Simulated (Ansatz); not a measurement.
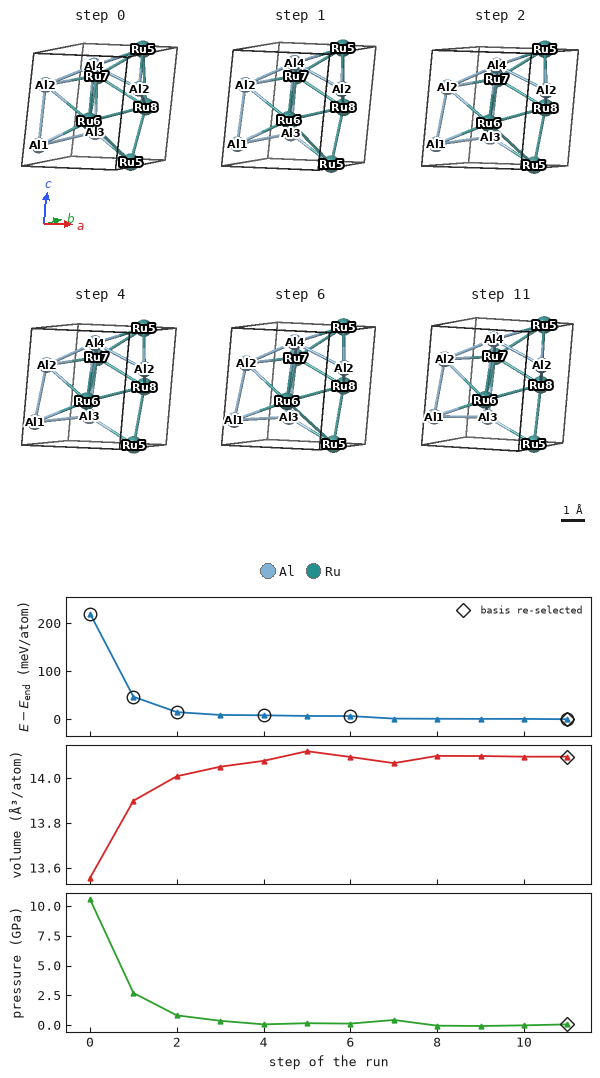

Frames of a relaxation of an amorphous cell of composition AlRu (coarse preliminary run), marked on the history of the run. Style: ball-and-stick. Shown: the cell of the calculation, from a free direction.

Case: atoms packed at random at 1.00 times the crystal's volume.

Level of theory: DFT PBE, scalar-relativistic, plane waves, PAW (Ansatz 0.2.0).

The input:
```yaml
crystal:
  lattice:
    - [4.705116, 0.121332, 0.29274]
    - [0.121332, 4.506791, 0.075227]
    - [0.29274, 0.075227, 5.13676]
  atoms:
    - { symbol: Al, position: [0.0182370914, 0.2715063381, 0.1596596589] }
    - { symbol: Al, position: [0.000374343, 0.3099912645, 0.6926064916] }
    - { symbol: Al, position: [0.2987309136, 0.8570210064, 0.2368842187] }
    - { symbol: Al, position: [0.5149736913, 0.2654874046, 0.8856892633] }
    - { symbol: Ru, position: [0.7706534053, 0.7419734543, 0.9969574396] }
    - { symbol: Ru, position: [0.4864226412, 0.3461387914, 0.3845048837] }
    - { symbol: Ru, position: [0.2895491473, 0.791784284, 0.7427629088] }
    - { symbol: Ru, position: [0.8170179117, 0.8391229243, 0.4821434819] }
  symmetry: { detect: false }
basis:
  ecutwfc: 420
kpoints:
  mp_grid: { grid: [3, 3, 3], shift: [0.0, 0.0, 0.0] }
hamiltonian:
  xc: pbe
scf:
  occupations: { method: gaussian, width: 0.1 }
  lower_state_search: "off"
output:
  forces: true
  stress: true
  eigenvalues: true
relax:
  adjacent_minimum: "off"
  f_tol: 0.04
  max_steps: 70
  cell: { stress_tol: 0.3 }
```

Command:
```bash
ansatz run input.yaml --threads 2 --pin off --max-ram 5120MiB --backend cpu --events-out ev --progress --plain --runs-dir out
```

Describe the path.

Answer. Over 10 accepted moves (11 points after the start) the energy falls by 220 meV per atom. The largest force component goes from 2.4 to 0.033 eV/Å. The pressure goes from 10.57 to 0.06 GPa. At 1 point the geometry stayed and the basis and grid were re-selected for the new cell (energy shift of 0.7 meV per atom at most each time). The atom that moves furthest relative to the cell is Al1 (0.41 Å along [−2 1 2]). By element the largest moves are Al 0.41 Å, Ru 0.28 Å. Cell: a 4.716 → 4.938 Å (+4.7 %), b 4.509 → 4.224 Å (−6.3 %), c 5.146 → 5.428 Å (+5.5 %), α 88.1° → 90.0°, β 83.2° → 85.0°, γ 86.9° → 90.0°. Volume +4.0 %. Some distances before and after: Al1–Al4 2.585 → 3.091 Å, Al3–Al4 3.317 → 2.835 Å, Al1–Ru8 3.138 → 2.662 Å, Al1–Al3 3.073 → 2.657 Å. From step 0 to 1: Al3 moves most (0.15 Å), volume +2.5 %, energy −173 meV per atom. From step 1 to 2: Ru atoms move most (0.12 Å), volume +0.8 %, energy −32.0 meV per atom. From step 2 to 4: Ru7 moves most (0.07 Å), volume +0.5 %, energy −6.7 meV per atom. From step 4 to 6: Al1 moves most (0.08 Å), volume +0.1 %, energy −1.6 meV per atom. From step 6 to 11: Ru5 moves most (0.17 Å), energy −6.6 meV per atom.

Limits of the set-up: the k-point mesh is coarse for a cell with partly filled bands; the periodic images lie only 4.5 Å apart, so the values are limited by the cell's size.
